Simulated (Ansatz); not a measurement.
HC32 (cell with a defect)

Input file:

```
crystal:
  lattice:
    - [5.6709571532, 0.0, -3.4026574365]
    - [-2.8677434801, -4.9298468452, -3.3594911937]
    - [-2.8677434801, 4.9298468452, -3.3594911937]
  atoms:
    - { symbol: C, position: [0.4166287368, 0.0416286019, 0.5416286019] }
    - { symbol: C, position: [0.6666287368, 0.7916286019, 0.5416286019] }
    - { symbol: C, position: [0.9166287368, 0.5416286019, 0.5416286019] }
    - { symbol: C, position: [0.4166287368, 0.2916286019, 0.2916286019] }
    - { symbol: C, position: [0.1666287368, 0.2916286019, 0.5416286019] }
    - { symbol: C, position: [0.6666287368, 0.0416286019, 0.2916286019] }
    - { symbol: C, position: [0.9166287368, 0.7916286019, 0.2916286019] }
    - { symbol: C, position: [0.4166287368, 0.5416286019, 0.0416286019] }
    - { symbol: C, position: [0.1666287368, 0.5416286019, 0.2916286019] }
    - { symbol: C, position: [0.6666287368, 0.2916286019, 0.0416286019] }
    - { symbol: C, position: [0.9166287368, 0.0416286019, 0.0416286019] }
    - { symbol: C, position: [0.4166287368, 0.7916286019, 0.7916286019] }
    - { symbol: C, position: [0.1666287368, 0.7916286019, 0.0416286019] }
    - { symbol: C, position: [0.6666287368, 0.5416286019, 0.7916286019] }
    - { symbol: C, position: [0.9166287368, 0.2916286019, 0.7916286019] }
    - { symbol: C, position: [0.1666287368, 0.0416286019, 0.7916286019] }
    - { symbol: C, position: [0.5833712632, 0.9583713981, 0.4583713981] }
    - { symbol: C, position: [0.8333712632, 0.7083713981, 0.4583713981] }
    - { symbol: C, position: [0.0833712632, 0.4583713981, 0.4583713981] }
    - { symbol: C, position: [0.5833712632, 0.2083713981, 0.2083713981] }
    - { symbol: C, position: [0.3333712632, 0.2083713981, 0.4583713981] }
    - { symbol: C, position: [0.8333712632, 0.9583713981, 0.2083713981] }
    - { symbol: C, position: [0.0833712632, 0.7083713981, 0.2083713981] }
    - { symbol: C, position: [0.5833712632, 0.4583713981, 0.9583713981] }
    - { symbol: C, position: [0.3333712632, 0.4583713981, 0.2083713981] }
    - { symbol: C, position: [0.8333712632, 0.2083713981, 0.9583713981] }
    - { symbol: C, position: [0.0833712632, 0.9583713981, 0.9583713981] }
    - { symbol: C, position: [0.5833712632, 0.7083713981, 0.7083713981] }
    - { symbol: C, position: [0.3333712632, 0.7083713981, 0.9583713981] }
    - { symbol: C, position: [0.8333712632, 0.4583713981, 0.7083713981] }
    - { symbol: C, position: [0.0833712632, 0.2083713981, 0.7083713981] }
    - { symbol: C, position: [0.3333712632, 0.9583713981, 0.7083713981] }
    - { symbol: H, position: [0.8964374272, 0.770186857, 0.7850439504], spin: 1.0 }
basis:
  ecutwfc: 420
  xc_grid: 2
kpoints:
  mp_grid: { grid: [2, 2, 2], shift: [0.5, 0.5, 0.5] }
hamiltonian:
  xc: pbe
  dispersion: d3bj
scf:
  occupations: { method: gaussian, width: 0.02 }
output:
  forces: true
  stress: false
  eigenvalues: true
  populations: true
  write_density: true
  write_potential: true
  elf: true
  volumetric_format: npy
magnetization:
  spin_polarized: true
relax:
  adjacent_minimum: "off"
  f_tol: 0.02
  max_steps: 60
```

Launched as:

```sh
ansatz run input.yaml --threads 4 --pin off --max-ram 10240MiB --backend cpu --events-out ev --progress --plain --runs-dir out
```

The fields are those of the run's last geometry, not of the input's.

Spin-polarised.

These are results of DFT PBE+D3(BJ), scalar-relativistic, plane waves, PAW in Ansatz 0.2.0, not measurements.

In a PAW calculation such maps are meaningful between the atoms, not at the nuclei.

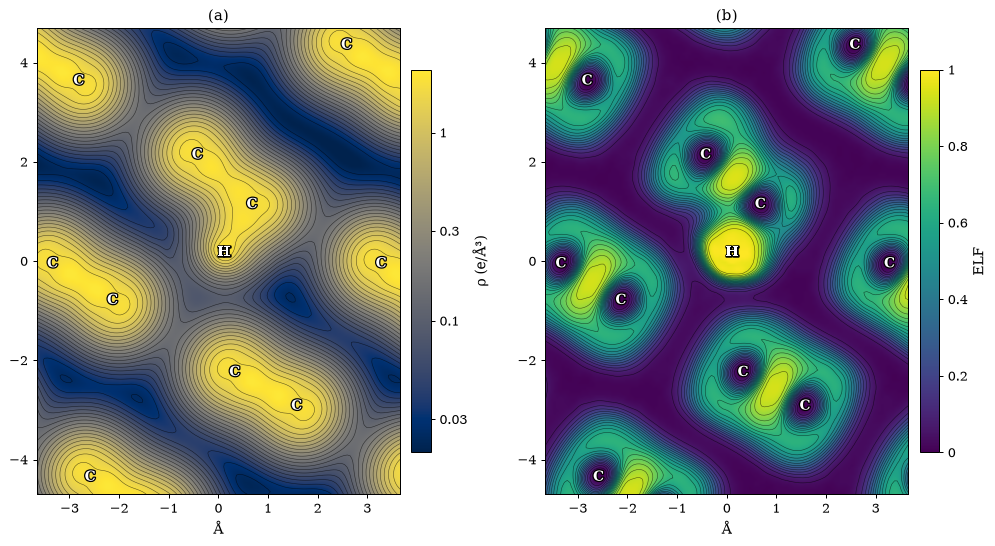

Figure 1. (a) valence charge density (pseudo); (b) ELF on the (11̄0) plane of the calculation cell.

> Read the bonding off the picture.

The section cuts through C and H sites. C–H (1.12 Å): ρ is about 1.8 e/Å³ halfway; the ELF climbs to about 1 towards the hydrogen, as it does in any bond to H; a covalent bond by its length. C–C (1.42 Å): ρ at the midpoint is about 2 e/Å³; the ELF peaks at about 0.95 between the atoms: a covalent bond. C–C (1.49 Å): ρ at the midpoint is about 1.8 e/Å³; the ELF peaks at about 0.95 between the atoms: a covalent bond. Between the atoms the lowest density in this plane is 0.02 e/Å³.

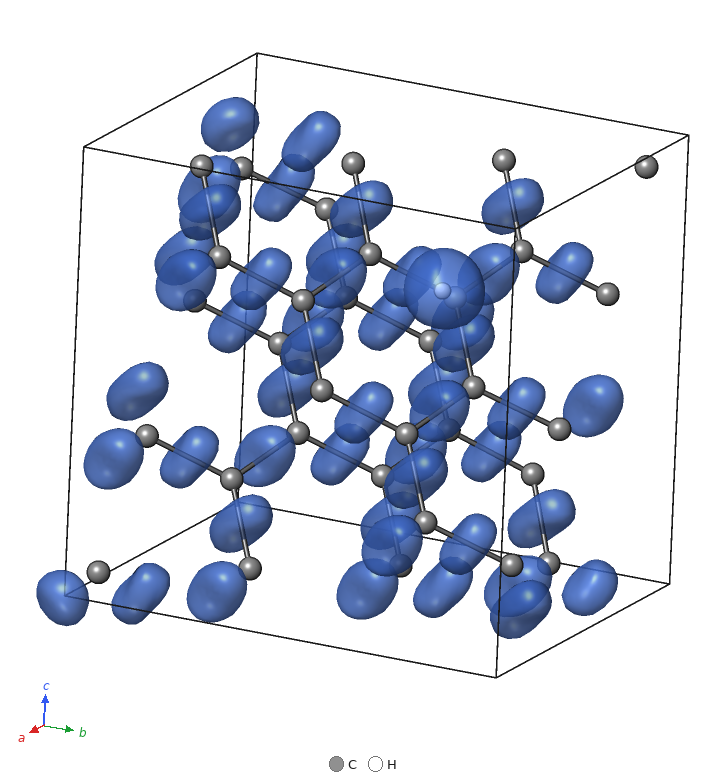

Figure 2. Isosurface of the ELF at 0.8 (blue), seen at an oblique angle. Only the valence region is drawn (cores and ρ < 0.01 e/Å³ removed). Sticks mark near contacts.

> Describe the localisation domains.

The ELF exceeds this value in 48 regions between bonded C–C atoms (shared pairs) and one region around a hydrogen nucleus, counted in one cell of 33 atoms. Any copies at cell faces, edges or corners count once.


 C–C (1.40 Å): the ELF peaks at about 0.95 between the atoms (localised, covalent bonding).

> Does the calculation give a band gap?

It is gapped, with a Kohn–Sham gap of 0.26 eV on the k-point mesh, an upper bound to the gap of this method.
